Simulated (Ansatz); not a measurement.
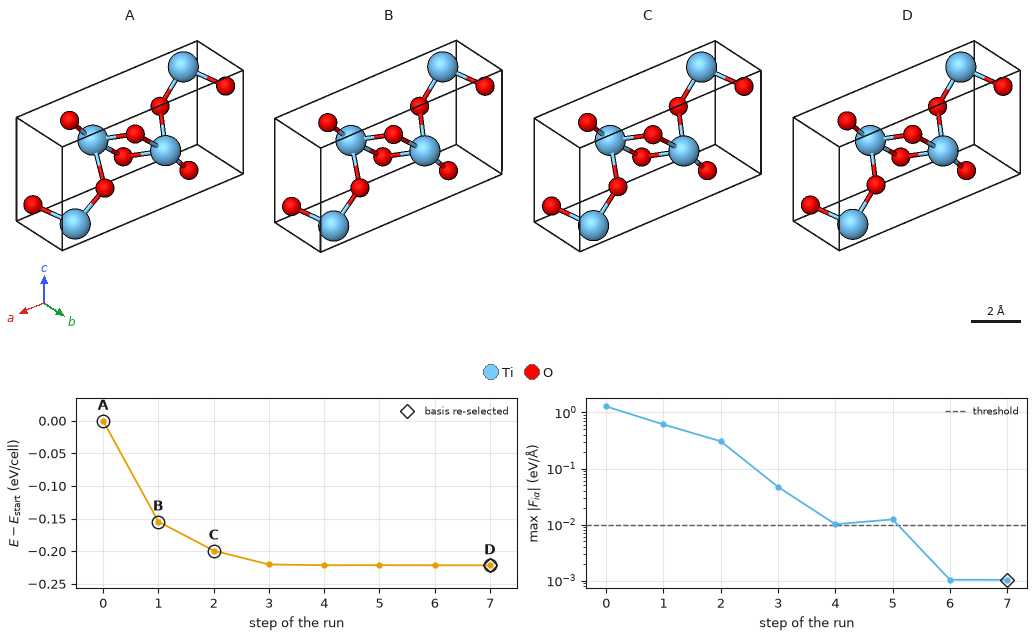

Frames of a relaxation of solid TiO₂ (set up in P1), marked on the history of the run. The picture is a ball-and-stick view of the cell of the calculation, seen from a free direction.

The calculation used Ansatz, DFT PBE, scalar-relativistic, plane waves, PAW. (plane-wave cutoff 420 eV; k-point mesh 4 × 8 × 4; occupations gaussian; smearing width 0.05 eV; no spin polarisation; cell and atoms relaxed; force threshold 0.01 eV/Å; at most 80 steps)

### Describe the path.

The atom that moves furthest relative to the cell is an O atom (0.27 Å roughly along [1 −3 1]). By element the largest moves are O 0.27 Å, Ti 0.03 Å. The drawn cell changes at constant volume: a 9.520 → 9.522 Å (0.0 %), b unchanged at 2.976 Å, c unchanged at 4.970 Å. Among the contacts that change: O–Ti 2.223 → 2.044 Å, O–Ti 1.890 → 2.044 Å, O–Ti 1.904 → 1.875 Å. Among the angles between lasting bonds that change: Ti–O–Ti 121.2° → 133.3°, Ti–O–Ti 143.1° → 133.3°, O–Ti–O 105.4° → 96.3°. The space group (tolerance 0.01 Å) goes from P1 (No. 1) to Pnma (No. 62). The energy falls by 0.221 eV per cell of the calculation in 6 accepted moves (7 points after the start). Largest force component: 1.3 eV/Å at the start, 0.001 eV/Å at the end. The pressure goes from 0.41 to 0.00 GPa. The SCF was repeated once at an unchanged geometry on a basis and grid sized afresh for the cell, which shifted the energy by 0.1 meV per cell of the calculation at most. From step 0 to 1: an O atom moves most (0.15 Å), volume +0.6 %, energy −0.154 eV per cell of the calculation. From step 1 to 2: an O atom moves most (0.06 Å), volume −0.3 %, energy −44.5 meV per cell of the calculation. From step 2 to 7: an O atom moves most (0.07 Å), volume −0.3 %, energy −22.5 meV per cell of the calculation.

| step | E − E(0), meV/atom | largest force component, eV/Å | pressure, GPa | volume, Å³/atom | note |
| --- | --- | --- | --- | --- | --- |
| 0 | 0.00 | 1.2824 | 0.41 | 11.733 |  |
| 1 | -12.87 | 0.6106 | -0.30 | 11.799 |  |
| 2 | -16.58 | 0.3058 | -0.08 | 11.770 |  |
| 3 | -18.34 | 0.0469 | -0.14 | 11.751 |  |
| 4 | -18.44 | 0.0101 | 0.03 | 11.737 |  |
| 5 | -18.43 | 0.0124 | -0.03 | 11.739 |  |
| 6 | -18.45 | 0.0010 | 0.00 | 11.737 |  |
| 7 | -18.46 | 0.0010 | 0.00 | 11.737 | same geometry, new basis |
